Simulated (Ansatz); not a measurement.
## Geometry relaxation, with input and output: Si16H (part 2 of 3)

The same run, continued: Si16H (defect cell, 17 atoms in the cell); DFT PBEsol, scalar-relativistic, plane waves, PAW, spin-polarised (Ansatz 0.2.0); cutoff 420 eV, 2×2×2 k-mesh, Gaussian smearing of 0.05 eV, collinear spins. It belongs to a series of runs on one base structure; here: end point A relaxed.

Geometry of the input (Å; fractional positions):
```
0.0000  5.4300  5.4300
5.4300  0.0000  5.4300
5.4300  5.4300  0.0000
Si 0.0000  0.0000  0.0000
Si 0.1250  0.1250  0.1250
Si -0.0000  0.0000  0.5000
Si 0.1250  0.1250  0.6250
Si -0.0000  0.5000  0.0000
Si 0.1250  0.6250  0.1250
Si -0.0000  0.5000  0.5000
Si 0.1250  0.6250  0.6250
Si 0.5000  -0.0000  0.0000
Si 0.6250  0.1250  0.1250
Si 0.5000  0.0000  0.5000
Si 0.6250  0.1250  0.6250
Si 0.5000  0.5000  0.0000
Si 0.6250  0.6250  0.1250
Si 0.5000  0.5000  0.5000
Si 0.6250  0.6250  0.6250
H  0.3765  0.3607  0.3767
```

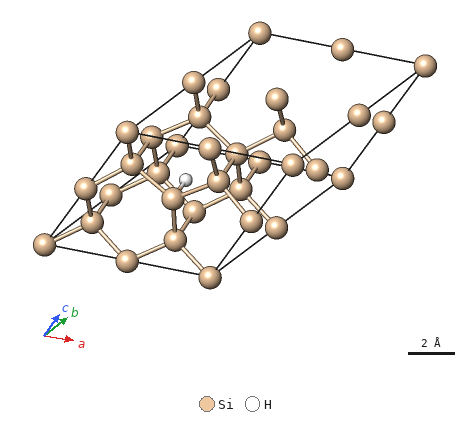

**Figure 1.** The geometry at step 11 of the log (ball-and-stick view of the cell of the calculation, seen at an oblique angle).

What the program printed, continued
```
relax step   4: F+E_penalty+E_count = -9956.55904444 eV  Δ(F+E_penalty+E_count) = -6.899e-4 eV  max|allowed force component| = 2.536e-2 eV/Å  Δτ_max = 0.0104 Å  (6 SCF iters, accepted)
preconditioner: auto → Resta (q_TF=auto, 2.092 Å⁻¹)  ε∞=5.4  [insulator: Δε(μ)=0.166 eV  Ē_g=7.978 eV  σ=0.050 eV  W_gap=0.69  n_scr=58 (ndim 8)  ℏωp=16.7 eV  f_vac=0.000  D(μ)=5.37/eV (n_scr^D=26)  ε∞_Penn≈5.4]
spin=Collinear: Resta preconditioning applied to the charge; magnetization (m = ρ↑ − ρ↓) channel mixes plain (no charge-response kernel on spin).
relax step   5: F+E_penalty+E_count = -9956.56017575 eV  Δ(F+E_penalty+E_count) = -1.131e-3 eV  max|allowed force component| = 3.343e-2 eV/Å  Δτ_max = 0.0160 Å  (7 SCF iters, accepted)
preconditioner: auto → Resta (q_TF=auto, 2.092 Å⁻¹)  ε∞=5.4  [insulator: Δε(μ)=0.130 eV  Ē_g=7.982 eV  σ=0.050 eV  W_gap=0.59  n_scr=58 (ndim 8)  ℏωp=16.7 eV  f_vac=0.000  D(μ)=4.56/eV (n_scr^D=14)  ε∞_Penn≈5.4]
spin=Collinear: Resta preconditioning applied to the charge; magnetization (m = ρ↑ − ρ↓) channel mixes plain (no charge-response kernel on spin).
relax step   6: F+E_penalty+E_count = -9956.56845593 eV  Δ(F+E_penalty+E_count) = -8.280e-3 eV  max|allowed force component| = 5.964e-2 eV/Å  Δτ_max = 0.0583 Å  (7 SCF iters, dr2 threshold 1.12e-6 eV, accepted)
preconditioner: auto → Kerker (q_TF=auto, 2.092 Å⁻¹)  [metal: Δε(μ)=0.023 eV  Ē_g=7.979 eV  σ=0.050 eV  W_gap=0.24  n_scr=58 (ndim 8)  ℏωp=16.7 eV  f_vac=0.000  D(μ)=4.64/eV (n_scr^D=14)]
spin=Collinear: Kerker preconditioning applied to the charge; magnetization (m = ρ↑ − ρ↓) channel mixes plain (no charge-response kernel on spin).
  greatest PAW one-centre occupation: 0.643 electrons in one spin orbital (limit 2), on the Si atom at site 15 (counted from 0), in its partial waves of l = 0
relax step   7: F+E_penalty+E_count = -9956.60044082 eV  Δ(F+E_penalty+E_count) = -3.198e-2 eV  max|allowed force component| = 1.082e-1 eV/Å  Δτ_max = 0.1129 Å  (6 SCF iters, dr2 threshold 3.56e-6 eV, accepted)
preconditioner: auto → Kerker (q_TF=auto, 2.092 Å⁻¹)  [metal: Δε(μ)=0.047 eV  Ē_g=7.994 eV  σ=0.050 eV  W_gap=0.48  n_scr=58 (ndim 8)  ℏωp=16.7 eV  f_vac=0.000  D(μ)=8.53/eV (n_scr^D=58)]
spin=Collinear: Kerker preconditioning applied to the charge; magnetization (m = ρ↑ − ρ↓) channel mixes plain (no charge-response kernel on spin).
  greatest PAW one-centre occupation: 0.654 electrons in one spin orbital (limit 2), on the Si atom at site 15 (counted from 0), in its partial waves of l = 0
relax step   8: F+E_penalty+E_count = -9956.59260026 eV  Δ(F+E_penalty+E_count) = +7.841e-3 eV  max|allowed force component| = 4.794e-1 eV/Å  Δτ_max = 0.1950 Å  (8 SCF iters, dr2 threshold 1.17e-5 eV, rejected (line search))
preconditioner: auto → Kerker (q_TF=auto, 2.092 Å⁻¹)  [metal: Δε(μ)=0.009 eV  Ē_g=7.979 eV  σ=0.050 eV  W_gap=0.10  n_scr=58 (ndim 8)  ℏωp=16.7 eV  f_vac=0.000  D(μ)=8.71/eV (n_scr^D=58)]
spin=Collinear: Kerker preconditioning applied to the charge; magnetization (m = ρ↑ − ρ↓) channel mixes plain (no charge-response kernel on spin).
  greatest PAW one-centre occupation: 0.647 electrons in one spin orbital (limit 2), on the Si atom at site 15 (counted from 0), in its partial waves of l = 0
relax step   9: F+E_penalty+E_count = -9956.63330556 eV  Δ(F+E_penalty+E_count) = -3.286e-2 eV  max|allowed force component| = 8.580e-2 eV/Å  Δτ_max = 0.0942 Å  (10 SCF iters, accepted)
preconditioner: auto → Kerker (q_TF=auto, 2.092 Å⁻¹)  [metal: Δε(μ)=0.046 eV  Ē_g=7.984 eV  σ=0.050 eV  W_gap=0.48  n_scr=58 (ndim 8)  ℏωp=16.7 eV  f_vac=0.000  D(μ)=5.99/eV (n_scr^D=26)]
spin=Collinear: Kerker preconditioning applied to the charge; magnetization (m = ρ↑ − ρ↓) channel mixes plain (no charge-response kernel on spin).
  greatest PAW one-centre occupation: 0.653 electrons in one spin orbital (limit 2), on the Si atom at site 15 (counted from 0), in its partial waves of l = 0
relax step  10: F+E_penalty+E_count = -9956.63834582 eV  Δ(F+E_penalty+E_count) = -5.040e-3 eV  max|allowed force component| = 1.381e-1 eV/Å  Δτ_max = 0.0969 Å  (7 SCF iters, dr2 threshold 4.63e-6 eV, accepted)
preconditioner: auto → Resta (q_TF=auto, 2.092 Å⁻¹)  ε∞=5.4  [insulator: Δε(μ)=0.102 eV  Ē_g=7.983 eV  σ=0.050 eV  W_gap=0.85  n_scr=58 (ndim 8)  ℏωp=16.7 eV  f_vac=0.000  D(μ)=2.65/eV (n_scr^D=14)  ε∞_Penn≈5.4]
spin=Collinear: Resta preconditioning applied to the charge; magnetization (m = ρ↑ − ρ↓) channel mixes plain (no charge-response kernel on spin).
  greatest PAW one-centre occupation: 0.655 electrons in one spin orbital (limit 2), on the Si atom at site 15 (counted from 0), in its partial waves of l = 0
relax step  11: F+E_penalty+E_count = -9956.64091011 eV  Δ(F+E_penalty+E_count) = -2.564e-3 eV  max|allowed force component| = 9.635e-2 eV/Å  Δτ_max = 0.0899 Å  (7 SCF iters, dr2 threshold 1.20e-5 eV, accepted)
preconditioner: auto → Kerker (q_TF=auto, 2.092 Å⁻¹)  [metal: Δε(μ)=0.019 eV  Ē_g=7.978 eV  σ=0.050 eV  W_gap=0.22  n_scr=58 (ndim 8)  ℏωp=16.7 eV  f_vac=0.000  D(μ)=7.88/eV (n_scr^D=58)]
spin=Collinear: Kerker preconditioning applied to the charge; magnetization (m = ρ↑ − ρ↓) channel mixes plain (no charge-response kernel on spin).
  greatest PAW one-centre occupation: 0.651 electrons in one spin orbital (limit 2), on the Si atom at site 15 (counted from 0), in its partial waves of l = 0
relax step  12: F+E_penalty+E_count = -9956.64434260 eV  Δ(F+E_penalty+E_count) = -3.432e-3 eV  max|allowed force component| = 6.756e-2 eV/Å  Δτ_max = 0.0906 Å  (7 SCF iters, dr2 threshold 4.52e-6 eV, accepted)
preconditioner: auto → Resta (q_TF=auto, 2.092 Å⁻¹)  ε∞=5.4  [insulator: Δε(μ)=0.081 eV  Ē_g=7.981 eV  σ=0.050 eV  W_gap=0.74  n_scr=58 (ndim 8)  ℏωp=16.7 eV  f_vac=0.000  D(μ)=4.54/eV (n_scr^D=14)  ε∞_Penn≈5.4]
spin=Collinear: Resta preconditioning applied to the charge; magnetization (m = ρ↑ − ρ↓) channel mixes plain (no charge-response kernel on spin).
relax step  13: F+E_penalty+E_count = -9956.64642468 eV  Δ(F+E_penalty+E_count) = -2.082e-3 eV  max|allowed force component| = 1.959e-2 eV/Å  Δτ_max = 0.0236 Å  (6 SCF iters, dr2 threshold 2.22e-6 eV, accepted)
preconditioner: auto → Resta (q_TF=auto, 2.092 Å⁻¹)  ε∞=5.4  [insulator: Δε(μ)=0.076 eV  Ē_g=7.980 eV  σ=0.050 eV  W_gap=0.71  n_scr=58 (ndim 8)  ℏωp=16.7 eV  f_vac=0.000  D(μ)=4.86/eV (n_scr^D=26)  ε∞_Penn≈5.4]
spin=Collinear: Resta preconditioning applied to the charge; magnetization (m = ρ↑ − ρ↓) channel mixes plain (no charge-response kernel on spin).
relax step  14: F+E_penalty+E_count = -9956.64642468 eV  Δ(F+E_penalty+E_count) = -3.733e-9 eV  max|allowed force component| = 1.958e-2 eV/Å  Δτ_max = 0.0000 Å  (3 SCF iters, accepted)
Magnetization: 0.7368 μB (32.8684 up, 32.1316 down)
Absolute magnetization: 0.7486 μB (∫|ρ↑−ρ↓|, with the PAW one-centre terms)
Spin contamination: 0.0079 ħ² per cell (⟨S²⟩ above its minimum at these occupations)
Per-site moments (μB) at R_I (Å): [(0.005713759190577601, 0.9623058664714522), (0.0024622576219255213, 0.9714649552752229), (0.005712548581819751, 0.9621171021000293), (0.025610822767678752, 0.9621171021000293), (0.0017253307655732005, 0.9683345446806629), (0.0041206668305592015, 0.9680560847515329), (0.012968862017425616, 0.9678042986968771), (0.004106099302368974, 0.9678042986968771), (0.005712403290668695, 0.9621177090158084), (0.025610633164099176, 0.9621177090158084), (0.0077409214164750745, 0.6770410010414444), (0.025592938019282436, 0.9623645510472377), (0.012968090228846246, 0.9678048727065741), (0.0041054037820187584, 0.9678048727065741), (0.012954045139574516, 0.9680799293015302), (0.08715514877699428, 0.9720841971354077), (0.08334056870231443, 0.6770410010414444)]
Free energy (F): -9956.646425 eV
Harris-Foulkes:  -9956.646425 eV  (|F-HF|=9.28e-11)
[...]
Internal energy: -9956.640354 eV  (E = F + TS)
E sigma→0 (E₀):  -9956.643389 eV
Entropy (-TS):   -0.006071 eV (-0.357 meV/atom)
Fermi energy:    6.204600 eV
--- Per-component energies (eV) ---
  E_band       = 77.111079
  E_kinetic    = 662.668821
  E_local      = -441.463008  (includes V_loc(G=0)·N_el)
  E_nonlocal   = 417.543089
  E_hartree    = 120.213326
  E_xc         = -884.194773
  E_vxc        = -761.569998  (∫ρ·V_xc dr)
  E_paw        = -7984.014015  (= ΣΔE_a)
  E_vpaw       = -40.493496  (= ΣTr[D̂ρ^β])
  E_aug_tail   = -0.000979  (compensation charges beyond the density's cutoff)
  E_ewald      = -1847.897786
  E_core_change = 0.504971  (= ΣΔE_core)
  E_smearing   = -0.006071  (= −TS)
  E_closure    = 0.000000  (closes the sum)
  Σ components = -9956.646425   (vs F -9956.646425, Δ=0.00e0)
--- Forces (eV/Å), atoms counted from 1 ---
  atom   1  Si     0.00544189    -0.00258130     0.00539628
  atom   2  Si     0.00243148     0.00341302     0.00259396
  atom   3  Si    -0.00305802    -0.00961627     0.00575413
  atom   4  Si     0.00097299     0.00270385    -0.00669826
  atom   5  Si     0.00459317    -0.00953511     0.00446177
  atom   6  Si    -0.01094955     0.00429818    -0.01087344
  atom   7  Si     0.00467846    -0.00753316     0.00986471
  atom   8  Si     0.00309987     0.01428768    -0.00998001
  atom   9  Si     0.00584064    -0.00965678    -0.00321737
  atom  10  Si    -0.00675694     0.00264299     0.00112705
  atom  11  Si     0.00577458    -0.01176719     0.00563163
  atom  12  Si     0.00231384     0.01028902     0.00240331
  atom  13  Si     0.00992417    -0.00733026     0.00440825
  atom  14  Si    -0.01003577     0.01426472     0.00329836
  atom  15  Si    -0.00143215    -0.01288133    -0.00149460
  atom  16  Si    -0.01551511     0.01957981    -0.01541610
  atom  17  H      0.00267644    -0.00057811     0.00274031
  max |Σ_I F_I| component: 2.46e-7 eV/Å
--- Relaxed structure (14 steps of the walk, 13 accepted, 0 SCFs on fresh bases) ---
  F+E_penalty+E_count = -9956.64642468 eV   max|allowed force component| = 1.958e-2 eV/Å
  atoms:
    - { symbol: Si, position: [0.0032577917794253904, -0.010000408187280216, 0.003272910471171629] }
    - { symbol: Si, position: [0.12725641033876342, 0.11760234764089994, 0.1272701551494954] }
    - { symbol: Si, position: [0.003216776203181795, -0.010013792526903584, 0.5029885843094783] }
    - { symbol: Si, position: [0.11008901709341398, 0.12596119909703327, 0.6316717516332983] }
    - { symbol: Si, position: [0.0019012903885595178, 0.4936563079249398, 0.0019133652910693355] }
    - { symbol: Si, position: [0.1287336648193527, 0.6143667818993609, 0.12874243040767047] }
    - { symbol: Si, position: [-0.009704096875265578, 0.5038521452347069, 0.5026407505538237] }
    - { symbol: Si, position: [0.12884903243626938, 0.6143115136894977, 0.627424422030064] }
    - { symbol: Si, position: [0.5029782225462945, -0.010014759506021514, 0.003229930415572513] }
    - { symbol: Si, position: [0.6316549124186763, 0.12596692590968178, 0.11010208626965318] }
    - { symbol: Si, position: [0.4780802707533616, 0.0652968320618022, 0.4780915909465299] }
    - { symbol: Si, position: [0.6315958912415713, 0.12617744301299166, 0.6316106204378782] }
    - { symbol: Si, position: [0.5026338739893486, 0.5038616945608914, -0.009710225192932131] }
    - { symbol: Si, position: [0.6274092423958404, 0.6143092721145158, 0.12886234395727225] }
    - { symbol: Si, position: [0.5027306831575239, 0.5041715066765179, 0.5027414736397476] }
    - { symbol: Si, position: [0.6152154259863553, 0.6541256975790596, 0.6152138964461872] }
    - { symbol: H, position: [0.39059519132732806, 0.3270675928183077, 0.39062491323402115] }
```

Trajectory as extended XYZ (Å, eV, eV/Å), 14 frames, from step=1 to step=14
```
17
Lattice="0.0000 5.4300 5.4300 5.4300 0.0000 5.4300 5.4300 5.4300 0.0000" Properties=species:S:1:pos:R:3:forces:R:3 step=1 energy=-9956.51705
Si    0.0000    0.0000    0.0000   -0.1057  -0.1084  -0.1057
Si    1.3575    1.3575    1.3575   -0.0029   0.0006  -0.0029
Si    2.7150    2.7150    0.0000    0.1050   0.1012  -0.1007
Si    4.0725    4.0725    1.3575   -0.0006   0.0049   0.0613
Si    2.7150    0.0000    2.7150    0.0954  -0.0938   0.0954
Si    4.0725    1.3575    4.0725    0.0042   0.0775   0.0042
Si    5.4300    2.7150    2.7150   -0.2933   0.2794   0.2562
Si    6.7875    4.0725    4.0725   -0.0848  -0.0029   0.0015
Si    0.0000    2.7150    2.7150   -0.1006   0.1011   0.1049
Si    1.3575    4.0725    4.0725    0.0615   0.0049  -0.0006
Si    2.7150    5.4300    2.7150    0.3289  -0.3448   0.3286
Si    4.0725    6.7875    4.0725   -0.0035  -0.0699  -0.0034
Si    2.7150    2.7150    5.4300    0.2557   0.2786  -0.2928
Si    4.0725    4.0725    6.7875    0.0015  -0.0028  -0.0850
Si    5.4300    5.4300    5.4300   -0.2570  -0.2357  -0.2572
Si    6.7875    6.7875    6.7875   -0.0218   0.0089  -0.0221
H     4.0040    4.0898    4.0030    0.0180   0.0014   0.0184
17
Lattice="0.0000 5.4300 5.4300 5.4300 0.0000 5.4300 5.4300 5.4300 0.0000" Properties=species:S:1:pos:R:3:forces:R:3 step=2 energy=-9956.55538
Si   -0.0097   -0.0059   -0.0098    0.0023   0.0026   0.0023
Si    1.3534    1.3583    1.3534    0.0004   0.0005   0.0005
Si    2.7179    2.7216   -0.0094   -0.0013  -0.0009   0.0001
Si    4.0719    4.0706    1.3549   -0.0072   0.0027  -0.0193
Si    2.7171   -0.0048    2.7171    0.0002  -0.0011   0.0002
Si    4.0693    1.3601    4.0693   -0.0052  -0.0005  -0.0053
Si    5.4129    2.7298    2.7269   -0.0559   0.0612   0.0668
Si    6.7816    4.0743    4.0705   -0.0057   0.0009  -0.0053
Si   -0.0093    2.7216    2.7179    0.0001  -0.0009  -0.0013
Si    1.3549    4.0706    4.0719   -0.0190   0.0027  -0.0073
Si    2.7360    5.4066    2.7360    0.0961  -0.0907   0.0961
Si    4.0731    6.7866    4.0731   -0.0071   0.0110  -0.0072
Si    2.7268    2.7297    5.4130    0.0665   0.0610  -0.0556
Si    4.0706    4.0743    6.7816   -0.0052   0.0009  -0.0059
Si    5.4176    5.4203    5.4176   -0.0515  -0.0568  -0.0514
Si    6.7923    6.7854    6.7924   -0.0084   0.0053  -0.0085
H     4.0275    4.0907    4.0268    0.0010   0.0024   0.0011
17
Lattice="0.0000 5.4300 5.4300 5.4300 0.0000 5.4300 5.4300 5.4300 0.0000" Properties=species:S:1:pos:R:3:forces:R:3 step=3 energy=-9956.55835
Si   -0.0110   -0.0038   -0.0111    0.0023  -0.0025   0.0023
Si    1.3518    1.3591    1.3517   -0.0035   0.0005  -0.0035
Si    2.7150    2.7218   -0.0111    0.0052   0.0007   0.0025
Si    4.0721    4.0690    1.3495   -0.0069   0.0045  -0.0139
Si    2.7148   -0.0037    2.7147    0.0052  -0.0021   0.0052
Si    4.0670    1.3593    4.0670   -0.0041   0.0017  -0.0042
Si    5.4081    2.7346    2.7310    0.0110  -0.0072   0.0016
Si    6.7811    4.0760    4.0690   -0.0068   0.0008  -0.0052
Si   -0.0110    2.7218    2.7149    0.0025   0.0007   0.0053
Si    1.3496    4.0689    4.0720   -0.0137   0.0045  -0.0070
Si    2.7473    5.3950    2.7472    0.0253  -0.0216   0.0254
Si    4.0741    6.7902    4.0740   -0.0079   0.0084  -0.0079
Si    2.7309    2.7344    5.4082    0.0014  -0.0073   0.0112
Si    4.0691    4.0760    6.7810   -0.0051   0.0008  -0.0069
Si    5.4146    5.4178    5.4146    0.0140   0.0052   0.0141
Si    6.7967    6.7827    6.7969   -0.0089   0.0053  -0.0090
H     4.0339    4.0909    4.0334   -0.0099   0.0076  -0.0100
17
Lattice="0.0000 5.4300 5.4300 5.4300 0.0000 5.4300 5.4300 5.4300 0.0000" Properties=species:S:1:pos:R:3:forces:R:3 step=4 energy=-9956.55904
Si   -0.0117   -0.0027   -0.0118    0.0034  -0.0028   0.0035
Si    1.3512    1.3596    1.3511   -0.0030   0.0009  -0.0030
Si    2.7138    2.7225   -0.0121    0.0049  -0.0013   0.0040
Si    4.0731    4.0677    1.3470   -0.0064   0.0043  -0.0099
Si    2.7144   -0.0035    2.7144    0.0016   0.0010   0.0017
Si    4.0659    1.3602    4.0660   -0.0029   0.0031  -0.0030
Si    5.4091    2.7337    2.7304    0.0170  -0.0145  -0.0083
Si    6.7795    4.0771    4.0683   -0.0067   0.0004  -0.0035
Si   -0.0120    2.7225    2.7138    0.0040  -0.0014   0.0049
Si    1.3472    4.0676    4.0730   -0.0098   0.0044  -0.0065
Si    2.7533    5.3891    2.7533    0.0253  -0.0234   0.0254
Si    4.0754    6.7918    4.0753   -0.0069   0.0062  -0.0069
Si    2.7302    2.7335    5.4092   -0.0085  -0.0146   0.0172
Si    4.0683    4.0770    6.7794   -0.0034   0.0004  -0.0068
Si    5.4167    5.4196    5.4167    0.0214   0.0148   0.0214
Si    6.8012    6.7795    6.8013   -0.0135   0.0087  -0.0137
H     4.0283    4.0947    4.0277   -0.0165   0.0138  -0.0166
```
